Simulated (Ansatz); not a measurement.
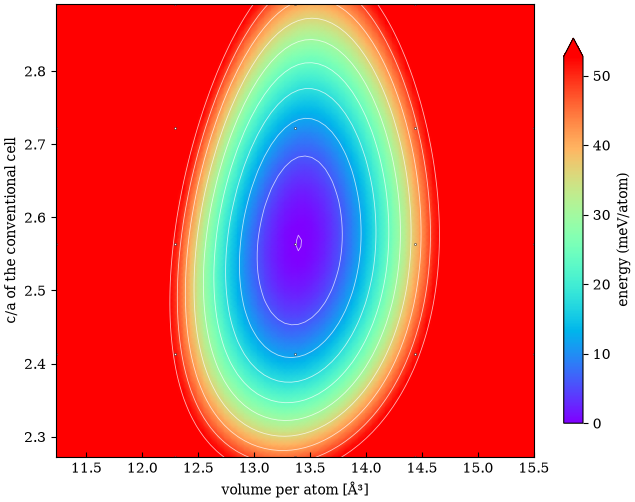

SnO₂ (I4_1/amd, No. 141; 6 atoms in the cell). 
- The energy is mapped over volume and the cell's shape.
- Coordinates scanned: (1) volume per atom; (2) c/a of the conventional cell.
- Relaxed at each point: the atoms inside the fixed cell.
- The grid has 5 × 5 points.
- Points are written as (first, second).
- All energies are given in meV/atom relative to the lowest grid point.
- The calculation used DFT LDA, scalar-relativistic, plane waves, PAW (Ansatz). Settings: cutoff 520 eV, k-mesh 10×10×10, gaussian smearing 0.05 eV, no spin polarisation.

Drawn: a smooth colour map with a few white contour lines, dots at the grid points, one colour for all values above the top of the scale. Between grid points the surface is interpolated.

### Where is the minimum, and how stiff is the well along each coordinate?

The interpolated minimum is at volume per atom ≈ 13.36 Å³, c/a of the conventional cell ≈ 2.563. The curvatures there are about 0.46 eV/(Å³)² and 5.6 eV, with a cross term of about −0.22 eV/Å³ (per cell of 6 atoms). Round the minimum the two coordinates are weakly coupled (coupling −0.13 in units of the two stiffnesses).

PAW datasets: the set soft_1.
